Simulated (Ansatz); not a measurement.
Single-point calculation of Pt$_{6}$H (part 2 of 2)

Pt$_{6}$H (slab, 14 atoms in the cell); DFT PBE, scalar-relativistic, plane waves, PAW, PAW set soft_1, no spin polarisation (Ansatz 0.2.0); cutoff 420 eV, 6×6×1 k-mesh, Gaussian smearing of 0.1 eV. The structure derives from an entry of the Crystallography Open Database.

Geometry of the input (Å; fractional positions):
```
5.6143  0.0000  0.0000
-2.8072  4.8622  0.0000
0.0000  0.0000  22.6193
Pt 0.3333  0.1667  0.1768
Pt 0.3333  0.6667  0.1768
Pt 0.8333  0.1667  0.1768
Pt 0.8333  0.6667  0.1768
Pt 0.1667  0.3333  0.2790
Pt 0.1667  0.8333  0.2790
Pt 0.6667  0.3333  0.2790
Pt 0.6667  0.8333  0.2790
Pt 0.0000  0.0000  0.3811
Pt 0.0000  0.5000  0.3811
Pt 0.5000  0.0000  0.3811
Pt 0.5000  0.5000  0.3811
H  0.2114  0.4229  0.5137
H  0.2886  0.5771  0.5137
```

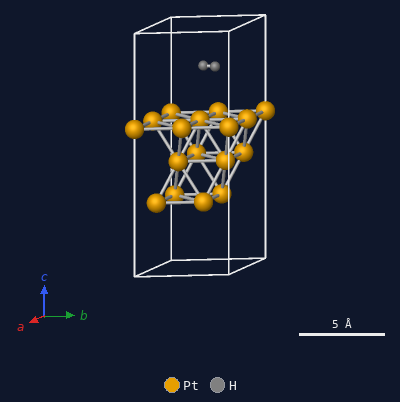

The structure (ball-and-stick view of the cell of the calculation, with the vacuum cut short, seen slightly off an axis). An atom can appear more than once, as a periodic image.

### Output, continued
```
  k-point 0: bands = ["-95.5842", "-95.5668", "-95.5658", "-95.5640", "-95.1209", "-95.1172", "-95.1035", "-95.1025", "-95.1011", "-95.1010", "-95.0981", "-95.0958", "-49.8972", "-49.8970", "-49.8965", "-49.7544", "-49.7186", "-49.7175", "-49.7154", "-49.6590", "-49.6573", "-49.6563", "-49.5778", "-49.5777", "-49.5182", "-49.5179", "-49.5175", "-49.4898", "-49.4892", "-49.4892", "-49.2849", "-49.2841", "-49.2838", "-49.2821", "-49.2798", "-49.2780", "-49.2064", "-49.2064", "-49.2036", "-49.2029", "-49.0546", "-49.0259", "-49.0173", "-49.0147", "-49.0129", "-49.0075", "-49.0041", "-49.0012", "-6.0192", "-4.2981", "-3.8126", "-3.4093", "-3.4088", "-3.4086", "-3.1456", "-3.1448", "-3.1443", "-2.6718", "-2.6688", "-2.6687", "-2.5643", "-2.5621", "-2.5613", "-2.0917", "-1.1152", "-1.1137", "-1.1032", "-0.7846", "-0.7845", "-0.7820", "-0.6440", "-0.5247", "-0.5247", "-0.1783", "-0.1782", "-0.1616", "-0.0006", "0.0009", "0.0011", "0.0280", "0.0281", "0.5772", "0.5810", "0.5824", "1.4850", "1.4850", "1.5139", "1.5154", "1.5165", "1.5857", "1.5883", "1.5935", "2.1621", "2.1624", "2.2315", "2.6480", "2.6494", "2.6500", "2.6970", "2.7015", "2.7046", "2.7988", "2.7990", "3.0030", "3.0035", "3.0035", "3.3571", "3.3577", "3.3584", "3.4036", "3.4042", "3.4049", "3.8061", "4.0303", "4.0347", "4.0430", "5.6411", "5.6485", "5.6512", "5.6780", "5.6787", "5.6811", "8.1307", "8.4492", "8.5654", "8.5850", "8.6473", "8.7821", "8.7976", "8.8444", "9.1615"]
  k-point 1: bands = ["-95.5830", "-95.5676", "-95.5658", "-95.5644", "-95.1196", "-95.1160", "-95.1037", "-95.1035", "-95.1012", "-95.1010", "-95.0993", "-95.0958", "-49.8854", "-49.8852", "-49.8760", "-49.7509", "-49.7183", "-49.7157", "-49.7142", "-49.6701", "-49.6695", "-49.6522", "-49.5997", "-49.5832", "-49.5066", "-49.5058", "-49.4974", "-49.4807", "-49.4803", "-49.4732", "-49.2959", "-49.2949", "-49.2941", "-49.2895", "-49.2790", "-49.2747", "-49.2272", "-49.2246", "-49.2117", "-49.2081", "-49.0512", "-49.0250", "-49.0165", "-49.0160", "-49.0122", "-49.0080", "-49.0064", "-49.0017", "-5.7831", "-4.0602", "-3.5867", "-3.4099", "-3.2279", "-3.2276", "-3.0694", "-2.9814", "-2.9806", "-2.6331", "-2.5800", "-2.5777", "-2.4321", "-2.3394", "-2.3367", "-2.0818", "-1.1112", "-1.1025", "-1.0733", "-0.7293", "-0.6879", "-0.6878", "-0.6849", "-0.6496", "-0.4785", "-0.3561", "-0.1954", "-0.1934", "-0.0564", "-0.0464", "-0.0070", "0.0523", "0.2021", "0.3638", "0.4860", "0.4898", "1.2292", "1.2334", "1.3088", "1.3460", "1.4095", "1.5192", "1.5220", "1.5229", "1.6100", "2.1580", "2.1701", "2.2027", "2.2067", "2.4069", "2.4740", "2.4760", "2.5591", "2.6531", "2.6560", "2.7888", "2.7919", "2.7984", "2.8050", "2.9275", "2.9939", "3.0891", "3.1062", "3.1078", "3.1431", "3.7579", "4.6021", "4.6035", "4.7132", "5.3705", "5.3758", "6.2960", "6.8204", "6.8264", "8.2254", "8.5430", "8.5503", "8.6340", "8.9729", "9.0664", "9.0805", "9.2107", "9.8223"]
  k-point 2: bands = ["-95.5796", "-95.5705", "-95.5658", "-95.5649", "-95.1163", "-95.1129", "-95.1069", "-95.1035", "-95.1023", "-95.1013", "-95.1010", "-95.0958", "-49.8570", "-49.8569", "-49.8186", "-49.7416", "-49.7213", "-49.7122", "-49.7112", "-49.6995", "-49.6989", "-49.6593", "-49.6377", "-49.5978", "-49.4789", "-49.4775", "-49.4583", "-49.4573", "-49.4408", "-49.4253", "-49.3237", "-49.3224", "-49.3223", "-49.3170", "-49.2845", "-49.2808", "-49.2648", "-49.2607", "-49.2259", "-49.2223", "-49.0425", "-49.0233", "-49.0202", "-49.0145", "-49.0115", "-49.0107", "-49.0096", "-49.0027", "-5.1269", "-3.5951", "-3.4402", "-3.0029", "-2.8926", "-2.7602", "-2.7595", "-2.5963", "-2.5950", "-2.5037", "-2.2810", "-2.2797", "-2.1249", "-2.0411", "-1.7449", "-1.7436", "-1.1698", "-1.1674", "-1.1542", "-0.9823", "-0.9475", "-0.6869", "-0.6835", "-0.6158", "-0.5721", "-0.3941", "-0.3928", "-0.2318", "-0.0018", "0.0013", "0.1045", "0.1382", "0.1418", "0.1876", "0.2679", "0.6745", "0.7020", "0.7160", "0.7219", "0.8093", "0.9048", "0.9089", "1.0434", "1.1710", "1.2090", "1.2129", "1.3320", "1.4251", "1.8017", "1.8042", "1.8091", "1.9752", "2.0840", "2.1173", "2.1705", "2.1750", "2.3155", "2.4234", "2.6410", "2.6838", "2.6894", "2.8191", "2.8651", "3.0541", "3.0564", "3.7667", "4.8827", "4.8847", "5.3052", "5.6699", "5.6789", "6.0805", "7.5762", "7.5986", "8.2165", "8.9766", "9.0815", "9.0819", "9.1737", "9.4672", "10.0916", "10.1143", "10.2292"]
  k-point 12: bands = ["-95.5768", "-95.5719", "-95.5686", "-95.5636", "-95.1134", "-95.1098", "-95.1090", "-95.1061", "-95.1050", "-95.1006", "-95.0999", "-95.0962", "-49.8411", "-49.8184", "-49.7826", "-49.7519", "-49.7342", "-49.7235", "-49.7164", "-49.7063", "-49.7061", "-49.6753", "-49.6380", "-49.6146", "-49.4627", "-49.4464", "-49.4408", "-49.4246", "-49.4052", "-49.3932", "-49.3740", "-49.3672", "-49.3304", "-49.3238", "-49.2999", "-49.2966", "-49.2645", "-49.2612", "-49.2419", "-49.2390", "-49.0351", "-49.0248", "-49.0197", "-49.0182", "-49.0147", "-49.0093", "-49.0086", "-49.0037", "-4.5400", "-3.7022", "-2.9939", "-2.9525", "-2.6775", "-2.5290", "-2.4524", "-2.3082", "-2.3020", "-2.2319", "-2.1043", "-2.0641", "-1.8738", "-1.7413", "-1.5497", "-1.5434", "-1.4179", "-1.2290", "-1.1946", "-1.1898", "-1.1094", "-0.8726", "-0.8428", "-0.7326", "-0.6543", "-0.4010", "-0.3638", "-0.2128", "-0.2050", "-0.1708", "-0.1287", "-0.0862", "-0.0015", "0.0449", "0.1548", "0.3146", "0.3948", "0.4218", "0.4599", "0.5381", "0.5712", "0.6957", "1.0622", "1.0802", "1.0897", "1.2577", "1.2863", "1.3549", "1.4173", "1.5395", "1.5453", "1.8580", "1.8702", "2.0120", "2.2307", "2.2657", "2.3761", "2.4065", "2.5634", "2.5800", "2.6474", "2.6970", "2.8000", "2.8567", "2.8739", "3.5658", "3.9677", "4.2807", "5.0475", "6.0652", "6.4614", "7.0230", "7.6938", "8.1764", "8.2485", "9.0448", "9.0957", "9.1896", "9.6643", "9.7438", "9.8823", "10.1829", "10.5861"]
```

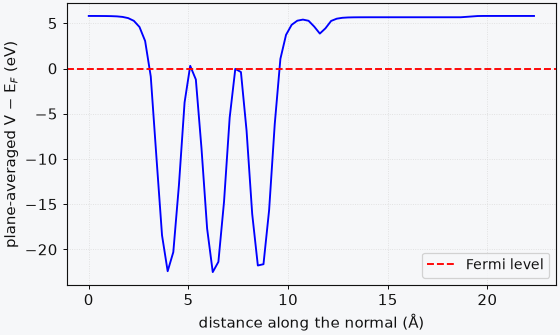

Plane average of the electrostatic potential energy of an electron across the cell, from the Fermi level. The vacuum level lies 5.67 eV above the Fermi level on the upper side and 5.81 eV on the lower.

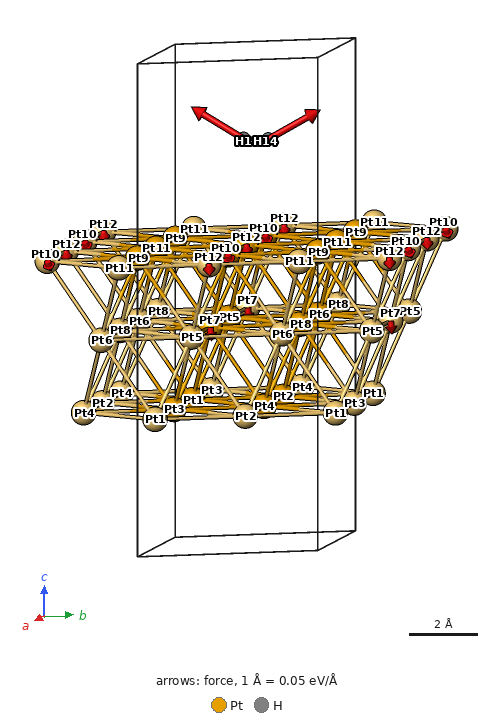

Forces on the atoms as red arrows (ball-and-stick view of the cell of the calculation, with the vacuum cut short, seen slightly off an axis; neighbours outside the cell are drawn fainter; atoms are numbered from 1 in the order of the input); the smallest are left out. The largest act on H13, H14 (0.09 eV/Å). The geometry is not a stationary point of this energy.

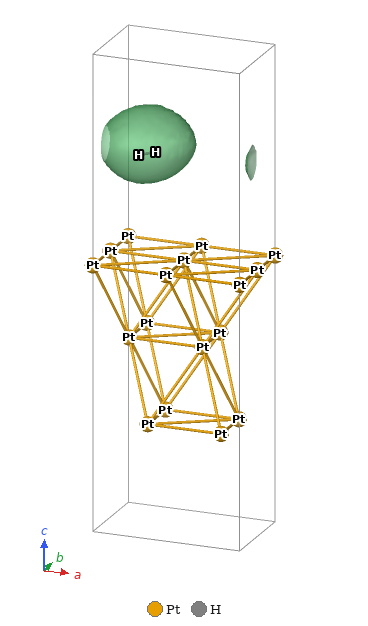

Isosurface of the electron localisation function at 0.75 (green), seen slightly off an axis. Core shells and regions of very low density are left out. Sticks mark near contacts. Values along the shortest contacts: H–H (0.75 Å): the ELF is about 1 at the midpoint (a covalent bond by its length). Pt–Pt (2.81 Å): the ELF is about 0.30 at the midpoint; no shared electron pair. The fields are those of the smooth PAW valence density.

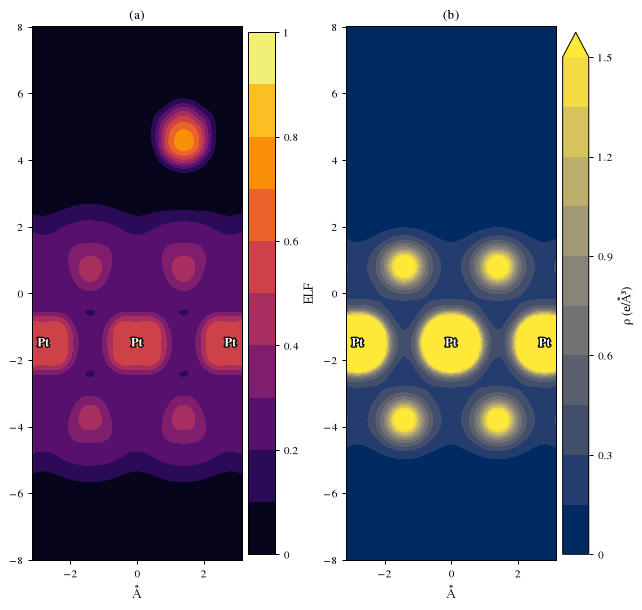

(a) ELF; (b) valence pseudo-density on the (010) plane of the calculation cell, a cut from vacuum to vacuum. The section cuts through Pt sites. Pt–Pt (2.81 Å): ρ at the midpoint is about 0.35 e/Å³; the ELF is about 0.30 at the midpoint; no shared electron pair. The density dies away to nearly zero in the vacuum. The strong features right at Pt lie inside the PAW spheres (semicore, d or f shells) and say nothing about bonding.

### Key numbers

| quantity | value |
| --- | --- |
| outcome | converged |
| electrons treated | 218 |
| free energy | −150323.0227 eV |
| work function, top face | 5.67 eV |
| work function, bottom face | 5.81 eV |
| Fermi energy | 2.798 eV |
| gap on the k-point mesh | none (metallic) |
| work function (upper face) | 5.67 eV |
| largest force (length of the vector) | 0.092 eV/Å |
| hardware | 4 threads of Arm Neoverse N1, 98 GiB of memory available, shared host |
| wall time | 76 s (CPU time 4.9 min) |
| peak memory | 2.1 GiB |

### Notes

The program warns: the exchange-correlation potential is rough where the density is thin. Spin–orbit coupling is left out, which matters for Pt.
